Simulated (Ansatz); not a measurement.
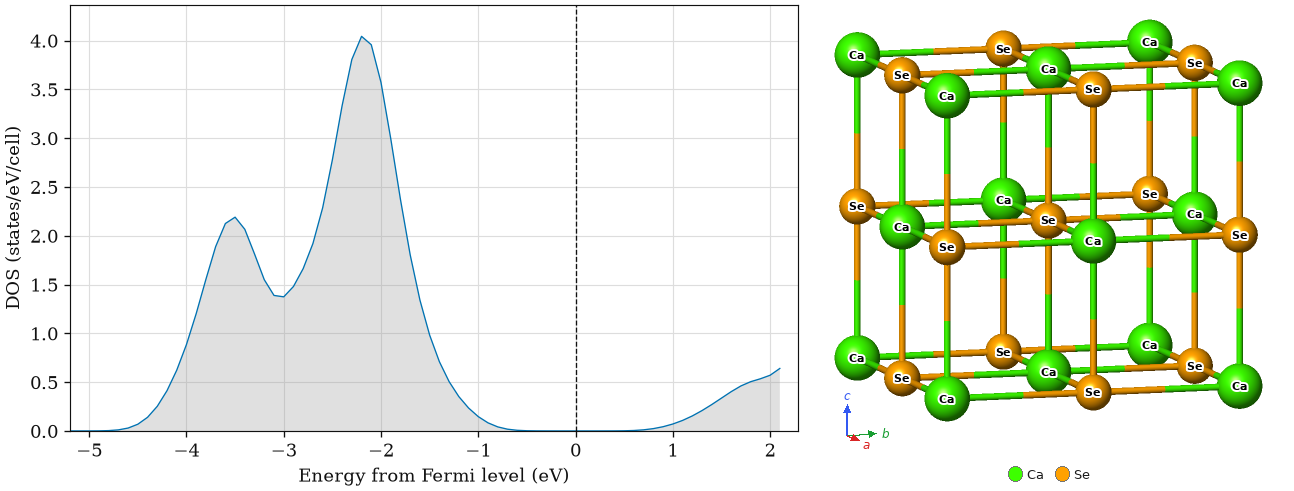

Density of states, beside the structure. Energies are counted from the Fermi level. The DOS curve is built from the levels of the k mesh with Gaussians 0.55 eV wide, which also blur the band edges; ripples of that width can come from the mesh.

Structure: rocksalt CaSe, space group Fm-3m, 2 atoms in the primitive cell, relaxed with r2SCAN; cubic a = 5.935 Å.

Ansatz 0.2.0; PBE, Ansatz PAW set, no spin polarisation, no spin-orbit coupling, 8×8×8 k mesh, 420 eV cutoff.

Q: Is there a gap at the Fermi level, and how wide?

A: There is a gap; over the k points computed it is 2.06 eV (indirect; the smallest direct gap on the k mesh is 2.98 eV).

Q: Where is the tallest peak of the filled states in the window?

A: Within the window shown, the tallest peak of the filled states lies 1.2 eV under the valence-band top, at about 4 states per eV and cell.

Spin-orbit coupling is left out, which matters for Se. LDA, GGA and most meta-GGA functionals understate gaps.
